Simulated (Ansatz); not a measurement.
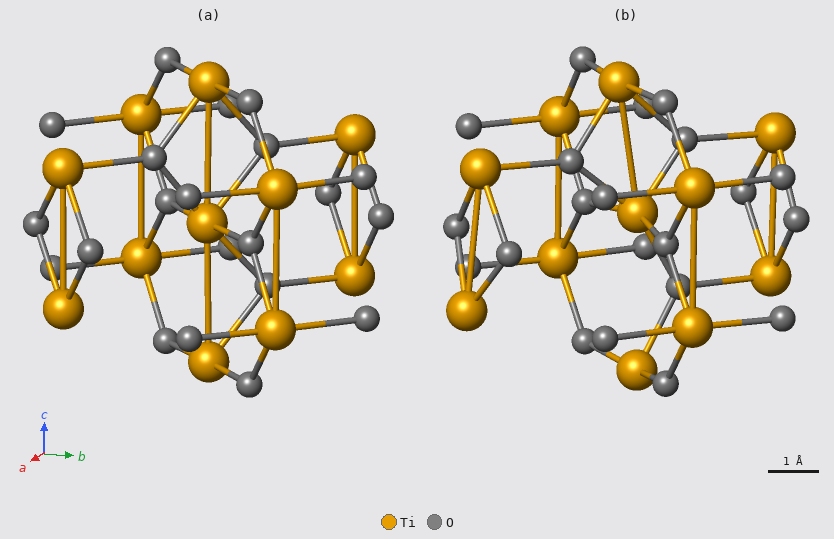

The structure of a defect cell of composition Ti24O47 (cell charge +2) before (left) and after (right) a relaxation, at one scale.

A ball-and-stick model of the atoms within 4.2 Å of the atom that moves most (axes of the cell of the calculation (origin shifted)), seen slightly off an axis.

Method: DFT, PBEsol, PAW, plane waves (Ansatz 0.2.0). Settings: plane-wave cutoff 420 eV; k-point mesh 1 × 1 × 1; mesh shifted by (0.25, 0.25, 0.25); no spin polarisation; atoms relaxed in a fixed cell; force threshold 0.03 eV/Å; at most 80 steps.

**What changed between the two?**

A Ti atom moves most: 0.34 Å roughly along [−1 1 1]. By element the largest moves are Ti 0.34 Å, O 0.14 Å. The lattice vectors keep their values. Some distances before and after: Ti–Ti 2.900 → 3.286 Å, O–Ti 1.966 → 1.756 Å, Ti–Ti 2.979 → 2.798 Å, Ti–Ti 2.939 → 2.799 Å. Among the angles between lasting bonds that change: Ti–O–Ti 96.0° → 121.2°, Ti–Ti–O 136.8° → 159.4°, O–Ti–O 95.4° → 113.7°. The energy falls by 3.514 eV per cell of the calculation in 5 geometry steps. Largest force component: 4.6 eV/Å at the start, 0.02 eV/Å at the end.

Limits of the set-up: the cell is charged, on a uniform background, and energies carry no finite-size correction.
